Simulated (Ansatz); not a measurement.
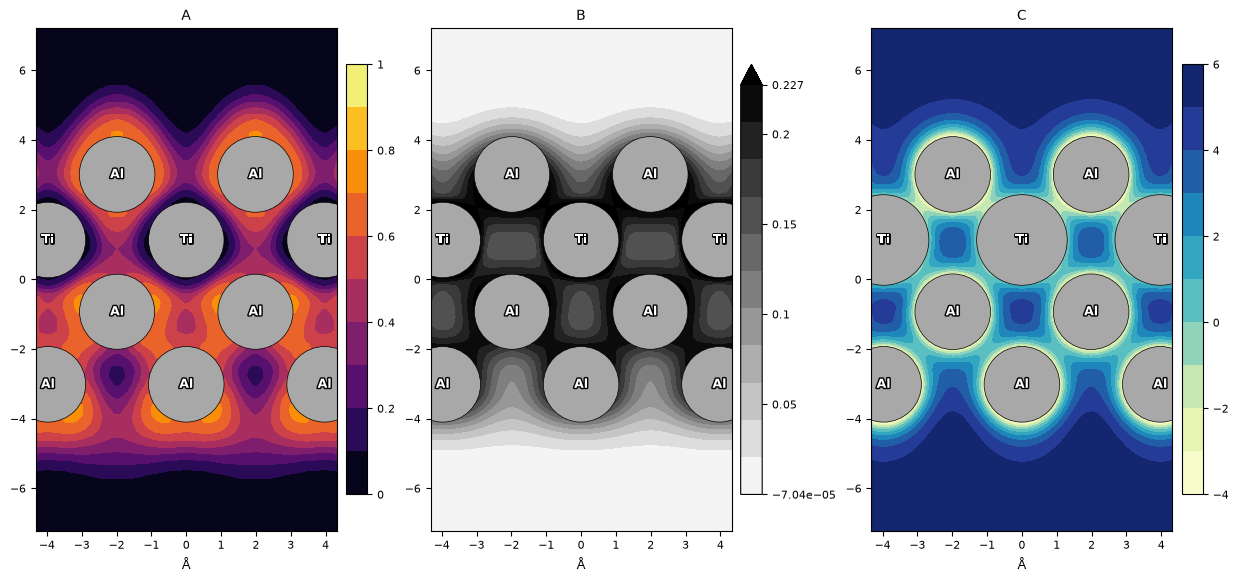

TiAl$_{3}$ (slab): 3 fields on the (100) plane of the calculation cell, a cut from vacuum to vacuum, with unlabelled colour scales. Grey discs cover the atomic cores.

Computed without spin polarisation.

Level of theory: Ansatz 0.2.0, DFT PBEsol, scalar-relativistic, plane waves, PAW.

Which field does each panel show? The fields are: electron localisation function, electrostatic potential energy of an electron and valence pseudo-density.

Panel A: electron localisation function. Panel B: valence pseudo-density. Panel C: electrostatic potential energy of an electron (low next to the atoms, rising into the space between them). From the grid: Ti–Al (2.74 Å): ρ at the midpoint is about 0.23 e/Å³; the ELF is about 0.35 at the midpoint.
